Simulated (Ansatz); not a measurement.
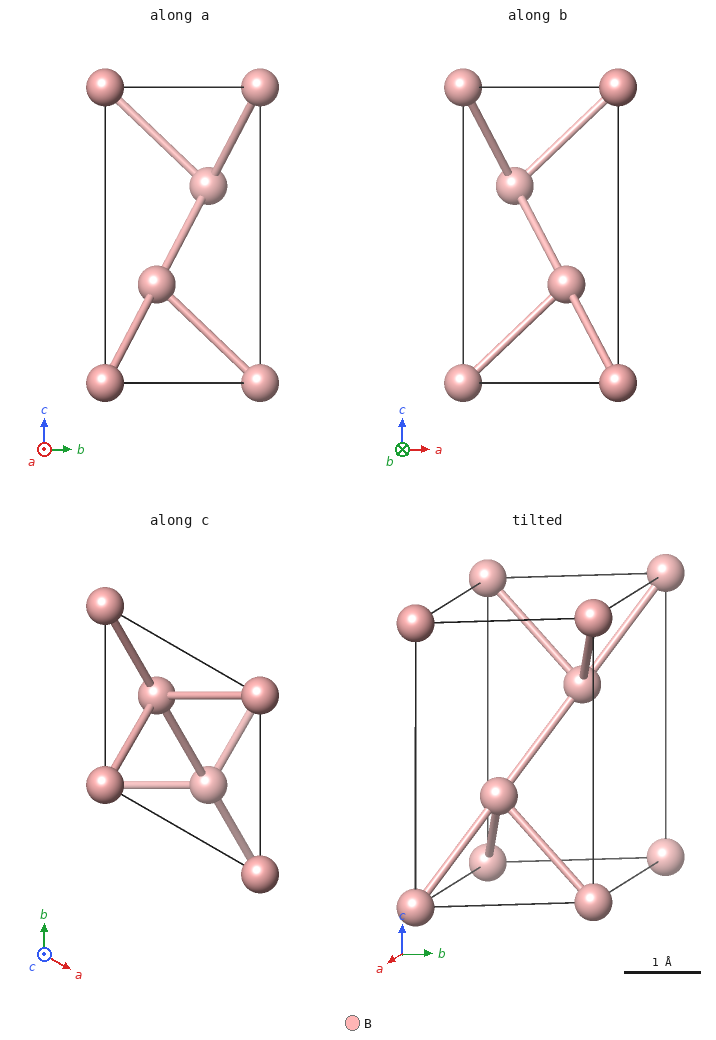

Crystal structure, ball-and-stick style, seen along the a axis, along the b axis, along the c axis and slightly off an axis. The parallelepiped is the conventional unit cell.

Lattice parameters: a = 2.363 Å, b = 2.363 Å, c = 3.904 Å, α = 90.00°, β = 90.00°, γ = 120.00°. Put a along x and b in the xy plane.

Express the structure as a POSCAR file.

```
B
1.0
     2.363    0.000    0.000
    -1.182    2.047    0.000
     0.000    0.000    3.904
B
3
Direct
  0.6667 0.3333 0.3333
  0.3333 0.6667 0.6667
  0.0000 0.0000 0.0000
```

Origin of the cell: a structure type filled with this element by a generator (whether the element takes this form wasn't checked). Earlier steps of the study may have refined or changed the cell and positions. It went into a calculation with Ansatz.
